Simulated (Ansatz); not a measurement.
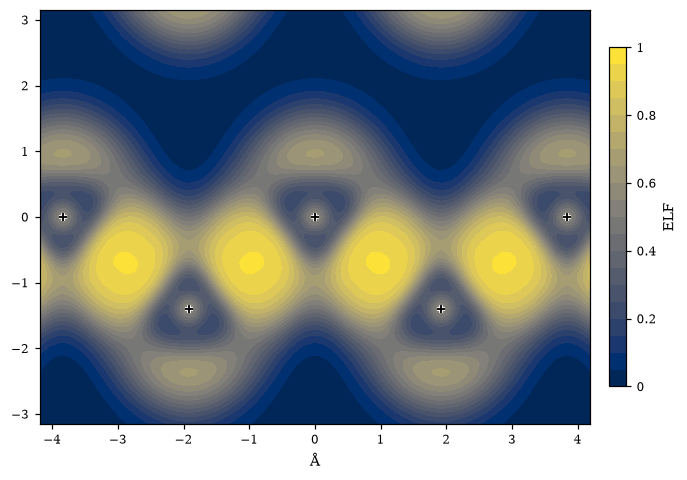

The electron localisation function on a plane through atoms (crosses mark nuclei in the plane).

Theory: DFT, PBE, PAW with Ansatz's default frozen-core files, scalar-relativistic (Ansatz).

Candidates:
A. GaAs, a = 5.67 Å, b = 5.67 Å, c = 5.67 Å, α = 90.00°, β = 90.00°, γ = 90.00°. Space group F-43m; computed pressure about 3 GPa in this cell.
B. Si, a = 3.84 Å, b = 3.84 Å, c = 5.59 Å, α = 90.00°, β = 90.00°, γ = 90.00°. Space group I4₁/amd; changed on purpose from its base cell (zz strain of +3 %, PAW files).
C. Ti, a = 4.10 Å, b = 4.10 Å, c = 4.10 Å, α = 90.00°, β = 90.00°, γ = 90.00°. Space group Fm-3m; computed without spin polarisation.

**Which system is this?**

Candidate B: Si on the (010) plane of the conventional cell, which holds Si. Si–Si (2.38 Å): the ELF peaks at about 0.95 between the atoms (localised, covalent bonding).
